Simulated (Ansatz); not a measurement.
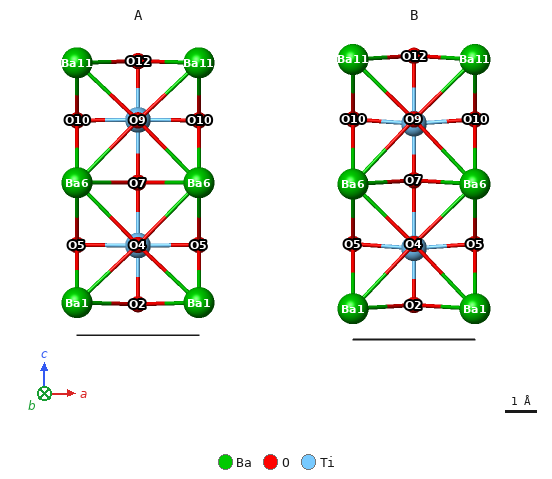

Two geometries of a slab of composition Ba3Ti2O7 (cut from the P4mm phase), drawn at one scale. One is the start of a relaxation, the other its converged end. The picture is a ball-and-stick view of the 1 × 2 repeat of the cell, outlined in the plane, without the vacuum, seen along the b axis.

Level of theory: Ansatz, DFT PBEsol, scalar-relativistic, plane waves, PAW. (plane-wave cutoff 420 eV; k-point mesh 7 × 7 × 1; occupations gaussian; smearing width 0.05 eV; no spin polarisation; dipole correction; atoms relaxed in a fixed cell; force threshold 0.02 eV/Å; at most 60 steps)

### Which of the two is the end point?

Structure A is the relaxed one. Case: (0 0 1) slab, atoms relaxed. The slab is the (0 0 1) face of BaTiO3. The energy falls by 0.857 eV per cell of the calculation in 6 geometry steps. The largest force component goes from 3.3 to 0.0076 eV/Å. A Ba atom moves most relative to the layer's centre: 0.20 Å along the normal (+c). Largest moves by element: Ba 0.20 Å, O 0.17 Å, Ti 0.12 Å. The cell doesn't change. Among the contacts that change: O–Ti 2.203 → 1.906 Å, O–Ti 1.840 → 2.038 Å, O–Ti 2.203 → 2.037 Å, Ba–O 2.884 → 2.720 Å. Among the angles between lasting bonds that change: Ti–O–Ti 172.0° → 179.1°, O–Ti–O 172.0° → 179.1°, Ba–O–Ba 86.6° → 93.3°. The run took 6.1 min on 1 thread of Intel(R) Xeon(R) Processor @ 2.50GHz (Skylake/Cascade Lake), on a shared host, peak memory 0.63 GiB.
